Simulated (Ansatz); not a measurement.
System: Ga, space group Pm-3m (No. 221) (one of a set of cubic test structures, which need not be the stable phase).

Method: equation of state of a cubic crystal from periodic Kohn-Sham density functional theory without spin, third-order Birch-Murnaghan fit to the free energies; pressure corrected for the finite basis (Ansatz 0.2.0 development build). Level: PBE.

structure type simple cubic; atoms in cell 1; space group number 221; lattice centring simple cubic; k mesh 14×14×14; occupation method Fermi–Dirac; occupation width 0.06123 eV; wave cutoff 700 eV; datasets hard PAW; density tolerance 1e−09 eV; bands 15; density cutoff ratio 4; search for lower states default.

Describe the result: the energy above the lowest point and pressure against volume. The volume takes the values 18.92, 19.32, 19.73, 20.13, 20.53, 20.93, 21.34 Å³/atom.

A third-order Birch–Murnaghan fit gives V0 = 20.13 Å³/atom, B0 = 45.9 GPa and B′ = 3.9. The energy above the lowest point is 11.4 meV/atom at volume 18.92 Å³/atom and 9.5 meV/atom at 21.34 Å³/atom; the lowest computed point is at volume 20.13 Å³/atom (0.0 meV/atom). The pressure falls from 3.191 GPa at volume 18.92 Å³/atom to −2.372 GPa at 21.34 Å³/atom, and changes sign near 20.12 Å³/atom.

| volume (Å³/atom) | energy above the lowest point (meV/atom) | pressure (GPa) |
| --- | --- | --- |
| 18.92 | 11.4 | 3.191 |
| 19.32 | 4.9 | 2.022 |
| 19.73 | 1.2 | 0.970 |
| 20.13 | 0.0 | −0.010 |
| 20.53 | 1.1 | −0.890 |
| 20.93 | 4.4 | −1.674 |
| 21.34 | 9.5 | −2.372 |

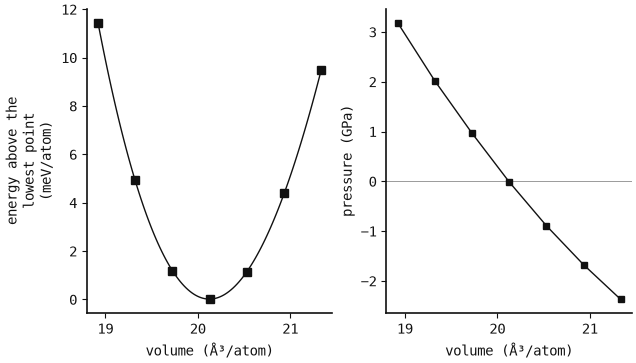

Caveats: cubic model structure, not the ambient form; modest k-mesh, values are not fully converged in k.
